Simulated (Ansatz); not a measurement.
**TaSi$_{2}$: density, localisation and related maps**

```xyz
18
Lattice="6.6160 0.0000 0.0000 0.0000 9.3564 0.0006 0.0000 2.3394 4.0944" Properties=species:S:1:pos:R:3 pbc="T T T"
Ta    1.1037    2.3391    0.0001
Ta    1.1037    7.0173    0.0004
Ta    5.5090    3.5088    2.0473
Ta    5.5090    8.1870    2.0476
Ta    3.3111    5.8479    2.0475
Ta    3.3111    1.1697    2.0472
Si    3.3091    3.4619    3.4419
Si    3.3091    8.1401    3.4422
Si    5.5125    1.1233    0.6526
Si    5.5125    5.8015    0.6529
Si    1.1025    2.3395    2.7858
Si    1.1025    7.0177    2.7861
Si    3.3091    3.5557    0.6527
Si    3.3091    8.2339    0.6530
Si    5.5125    5.8943    3.4420
Si    5.5125   10.5725    3.4423
Si    1.1025    4.6781    1.3088
Si    1.1025    9.3563    1.3091
```

Space group C222; a structure from a database of computed crystals, not necessarily the ambient phase; changed on purpose from its base cell (band edges of the strained film's bulk).

Computed with DFT LDA, scalar-relativistic, plane waves, PAW in Ansatz.

The density is the valence pseudo-density of a PAW calculation; it isn't the true density close to the nuclei.

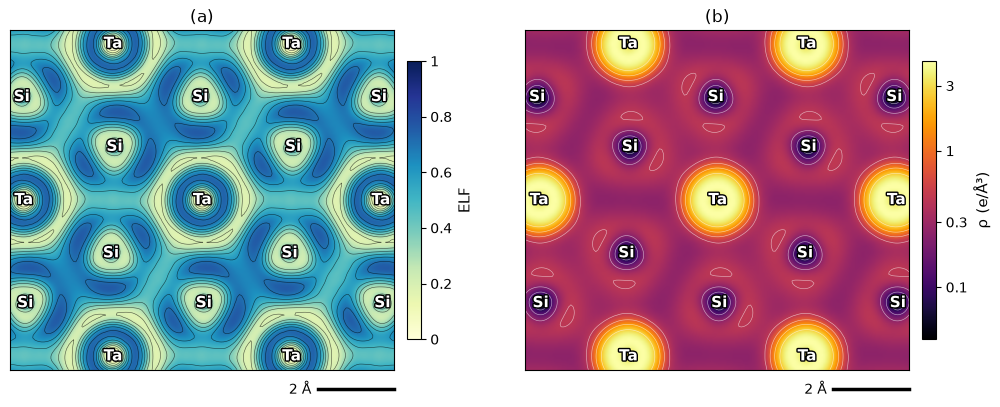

Figure 1. (a) ELF; (b) valence charge density (pseudo) on the (100) plane of the calculation cell.

Q: Interpret the plot.

A: Atoms in the plane: Ta and Si. Si–Si (2.60 Å): ρ is about 0.34 e/Å³ halfway; the ELF peaks at about 0.70 between the atoms. Ta–Si (2.70 Å): ρ at the midpoint is about 0.35 e/Å³; the ELF peaks at about 0.75 in the valence shell of Si, 0.9 Å from its nucleus, and is about 0.40 at the midpoint. Ta–Si (2.76 Å): the density is about 0.31 e/Å³ at the midpoint; the ELF peaks at about 0.75 in the valence shell of Si, 0.9 Å from its nucleus, and is about 0.40 at the midpoint. Between the atoms the lowest density in this plane is 0.25 e/Å³. The features right at Ta lie inside the PAW spheres, where the map follows smoothed inner orbitals and isn't to be read closely.

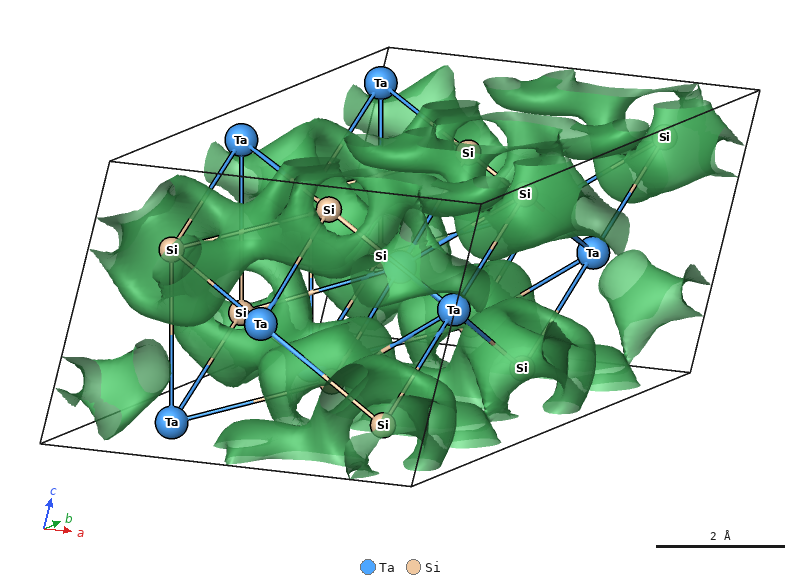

Figure 2. Isosurface of the ELF at 0.65 (green), seen slightly off an axis. Core shells and regions of very low density are left out. Sticks mark near contacts.

Q: Identify the bonds, lone pairs and shells in this picture.

A: At this value the surface marks out channels that run through the cell in one direction, counted in one cell of 18 atoms. Regions shared between cells count once.


Si–Si (2.56 Å): the ELF peaks at about 0.70 between the atoms. Ta–Si (2.60 Å): the ELF peaks at about 0.75 in the valence shell of Si, 0.9 Å from its nucleus, and is about 0.40 at the midpoint.

Q: Does the calculation give a band gap?

A: It is metallic or semimetallic at this level of theory: no gap opens.
